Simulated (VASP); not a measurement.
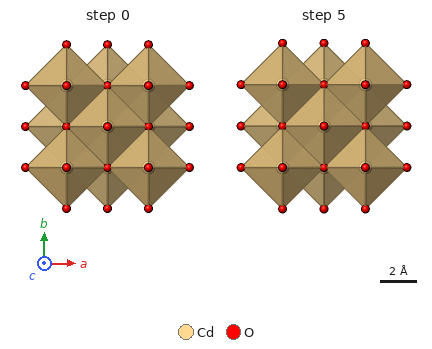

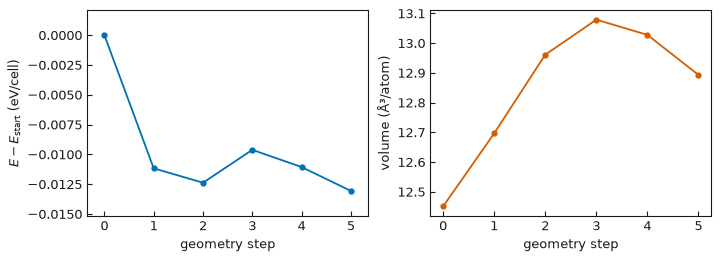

First and last geometry of a relaxation of crystalline CdO (set up in Fm-3m), with the history of the run. Style: polyhedral. Shown: the conventional cell (4 times the calculation's cell), along the c axis. Lengths and directions refer to the drawn axes.

The run lets cell and atoms move, from this start: volume scaled by 0.96.

All numbers below come from VASP 6.6.1, Kohn-Sham DFT of a periodic cell, HSE06 with D4, VASP PAW PBE potentials, recommended.

Input file:
```
SYSTEM = CdO
  PREC = Accurate
  ENCUT = 600
  EDIFF = 1E-6
  ISMEAR = -1
  SIGMA = 0.1
  LREAL = .FALSE.
  LASPH = .TRUE.
  NELM = 60
  ALGO = Normal
  ISIF = 3
  LWAVE = .FALSE.
  LCHARG = .FALSE.
  GGA = PE
  LHFCALC = .TRUE.
  HFSCREEN = 0.2
  PRECFOCK = Fast
  IVDW = 13
  IBRION = 3
  NSW = 40
  EDIFFG = -0.005
  AMIX = 0.2
  BMIX = 1E-4
  AMIX_MAG = 0.8
  BMIX_MAG = 1E-4
  POTIM = 0.1
  SMASS = 0.4
  ISTART = 1
```

Launched with:
```bash
cat potpaw_PBE.64/Cd/POTCAR potpaw_PBE.64/O/POTCAR > POTCAR
cp INCAR.step1 INCAR
mpirun -np 1 vasp_std > vasp.out
cp INCAR.step2 INCAR
mpirun -np 1 vasp_std > vasp.out
```

Read the history and describe the run.

The run was cut off at its time limit before the relaxation converged, so the last structure is only a point on the way. The atoms keep their places relative to the cell (all moves are under 0.005 Å). The volume changes by +3.6 %, with a = b = c 4.635 → 4.690 Å (+1.2 %). Among the contacts that change: Cd–O 2.318 → 2.345 Å. The space group stays Fm-3m (No. 225). After 5 geometry steps the energy has fallen by 13.1 meV per cell of the calculation. All forces vanish by symmetry, so only the cell relaxes. Pressure: 5.23 GPa at the start and −0.41 GPa at the end.
